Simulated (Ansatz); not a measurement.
```
Ga As
1.0
     2.94641   -2.94641    0.00000
     2.94641    2.94641    0.00000
     0.00000    0.00000    5.46767
Ga As
2 2
Direct
  0.00000 0.00000 0.00000
  0.50000 0.50000 0.50000
  0.00000 0.50000 0.25000
  0.50000 0.00000 0.75000
```

Space group I-4m2; started from the zincblende prototype, which need not be the ambient phase; changed on purpose from its base cell (epitaxial xy strain +4.0%).

Computed with Ansatz, DFT, PBE, plane waves, PAW.

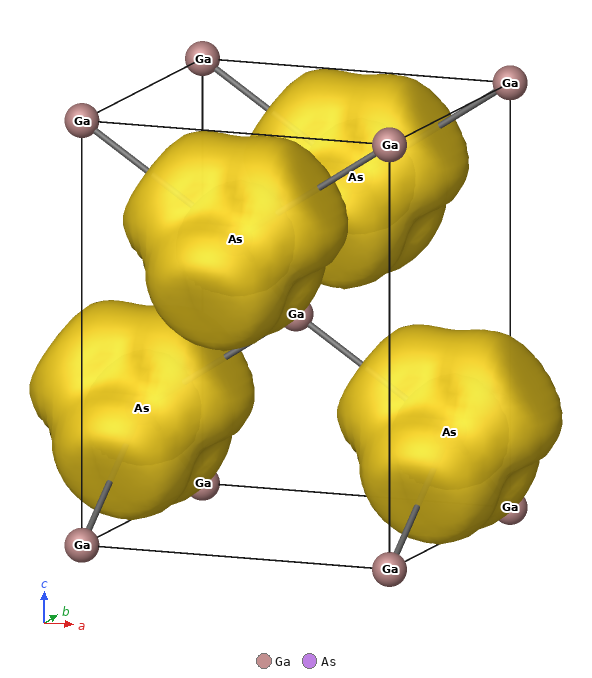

GaAs. Isosurface of the ELF at 0.6 (yellow), seen at an oblique angle. Only the valence region is drawn (cores and ρ < 0.01 e/Å³ removed). Sticks mark near contacts.

In a PAW calculation such maps are meaningful between the atoms, not at the nuclei.

Q: Describe the localisation domains.

A: The surface consists of two regions on As in which the atom's valence shell and bonds are merged, counted in one cell of 4 atoms. Regions shared between cells count once. Along the contacts the grid gives the following. Ga–As (2.49 Å): the ELF peaks at about 0.80 between the atoms; a covalent bond.
